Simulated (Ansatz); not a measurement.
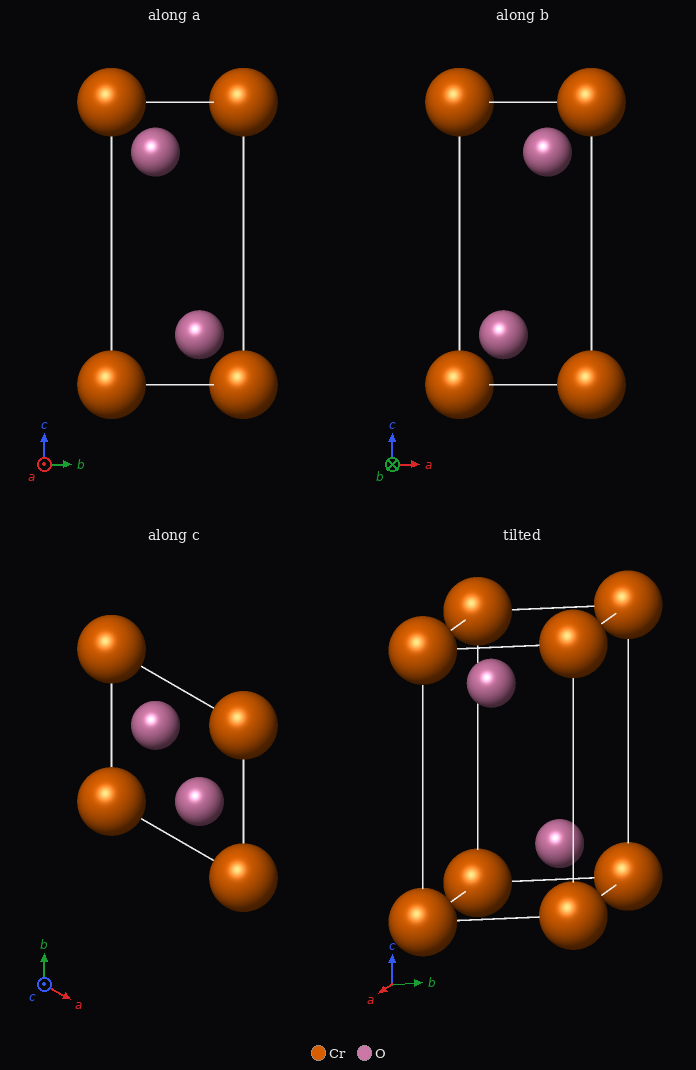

Shown here is a spheres-only view of the crystal, taken along the a axis, along the b axis, along the c axis and slightly off an axis. The parallelepiped is the conventional unit cell.

Lattice parameters: a = 2.8931 Å, b = 2.8931 Å, c = 5.3648 Å, α = 90.000°, β = 90.000°, γ = 120.000°.

Transcribe the picture into a CIF with its space group and independent sites, with free fractional coordinates to two decimals.

```cif
data_structure
_symmetry_space_group_name_H-M 'P -3 m 1'
_symmetry_Int_Tables_number 164
_cell_length_a 2.8931
_cell_length_b 2.8931
_cell_length_c 5.3648
_cell_angle_alpha 90.000
_cell_angle_beta 90.000
_cell_angle_gamma 120.000
_cell_volume 38.89
loop_
_atom_site_label
_atom_site_type_symbol
_atom_site_symmetry_multiplicity
_atom_site_Wyckoff_symbol
_atom_site_fract_x
_atom_site_fract_y
_atom_site_fract_z
_atom_site_occupancy
Cr1 Cr 1 a 0.00 0.00 0.00 1
O1 O 2 d 0.3333 0.6667 0.18 1
```

Origin of the cell: a structure type filled with these elements by a generator (whether the compound takes this form wasn't checked). Earlier steps of the study, as a rule a relaxation of our own, may have changed the cell and positions, so they can lie some per cent off the listed ones. It was the input of a calculation with Ansatz.
